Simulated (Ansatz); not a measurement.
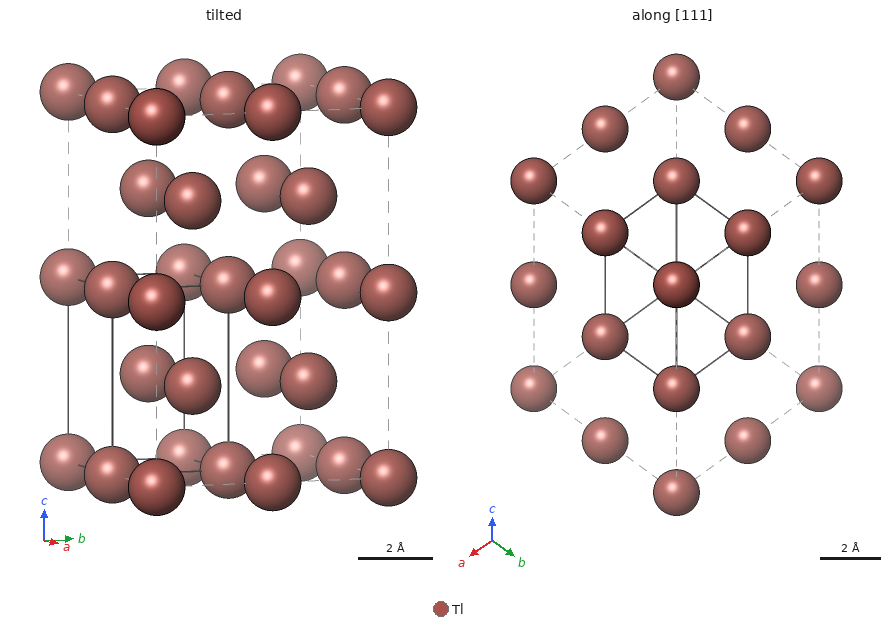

A spheres-only rendering, viewed slightly off an axis and along [111]. The solid box is one conventional unit cell, and 2×2×2 cells are shown. Cell: a = 3.383 Å, b = 3.383 Å, c = 5.081 Å, α = 90.00°, β = 90.00°, γ = 90.00°.

What can be read from this drawing?

- The element is thallium.
- The structure has I4/mmm (No. 139) symmetry and a body-centred tetragonal lattice.
- The cell holds two atoms.

The structure comes from a structure listed in the Materials Project. The cell was then strained or its atoms displaced on purpose. A calculation with Ansatz used it as input.
